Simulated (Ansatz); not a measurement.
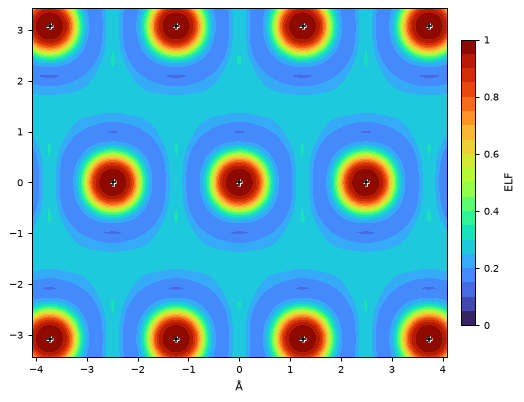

The ELF on a plane through atoms (crosses mark nuclei in the plane).

All numbers below come from Ansatz, DFT, r2SCAN, plane waves (500 eV) with PAW, scalar-relativistic.

Candidates:
A. Co, a = 4.35 Å, b = 4.35 Å, c = 2.49 Å, α = 90.00°, β = 90.00°, γ = 89.99°. Space group I4₁/amd; set up as Co, beta-Sn type; a generated structure, not necessarily the stable one; changed on purpose from its base cell (volume × 1.08); computed pressure about −15 GPa in this cell; computed without spin polarisation.
B. Ge, a = 5.00 Å, b = 5.00 Å, c = 2.75 Å, α = 89.88°, β = 89.88°, γ = 89.72°. Space group C2/c; set up as Ge, beta-Sn type; a generated structure, not necessarily the stable one; changed on purpose from its base cell (volume × 0.92); computed pressure about 8 GPa in this cell.
C. Hf, a = 6.38 Å, b = 6.38 Å, c = 6.38 Å, α = 90.00°, β = 90.00°, γ = 90.00°. Space group Fd-3m; set up as Hf, diamond; a generated structure, not necessarily the stable one; changed on purpose from its base cell (volume × 0.96).

Which system is this?

Candidate A: Co on the (110) plane of the conventional cell, which holds Co. Co–Co (2.49 Å): the ELF is about 0.30 at the midpoint: no shared electron pair shows on this line.
